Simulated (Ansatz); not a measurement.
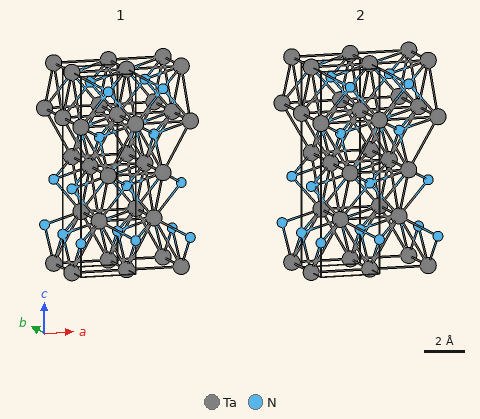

Two geometries of solid TaN (a generated structure, set up in I4_1md) (coarse preliminary run), drawn at one scale. One is the start of a relaxation, the other its converged end. The picture is a ball-and-stick view of the conventional cell (2 times the calculation's cell), repeated 2 × 2 × 1 with one cell outlined, seen slightly off an axis. Lengths and directions refer to the drawn axes.

These are results of Ansatz, DFT PBE, scalar-relativistic, plane waves, PAW, not measurements. Set-up: plane-wave cutoff 420 eV; k-point mesh 8 × 8 × 8; occupations gaussian; smearing width 0.1 eV; no spin polarisation; cell and atoms relaxed; force threshold 0.05 eV/Å; at most 60 steps.

Q: Which one is relaxed?

A: Structure 1 is the relaxed one. Case: As → N, Nb → Ta on all its sites, cell and atoms relaxed. The energy falls by 1.130 eV per cell of the calculation in 4 accepted moves (5 points after the start). Largest force component: 0.02 eV/Å at the start, 0.017 eV/Å at the end. The pressure goes from −37.91 to −0.42 GPa. The SCF was repeated once at an unchanged geometry on a basis and grid sized afresh for the cell, which shifted the energy by 8.8 meV per cell of the calculation at most. No atom moves by more than 0.005 Å relative to the cell. The volume changes by −14.7 %, with a = b 3.118 → 2.916 Å (−6.5 %), c 10.548 → 10.295 Å (−2.4 %). Near-neighbour distances that change, for instance: Ta–Ta 3.118 → 2.916 Å, N–Ta 2.368 → 2.225 Å, Ta–Ta 3.063 → 2.958 Å, N–Ta 2.362 → 2.267 Å. Among the angles between lasting bonds that change: Ta–N–Ta 82.6° → 80.0°. The space group stays I4_1md (No. 109).
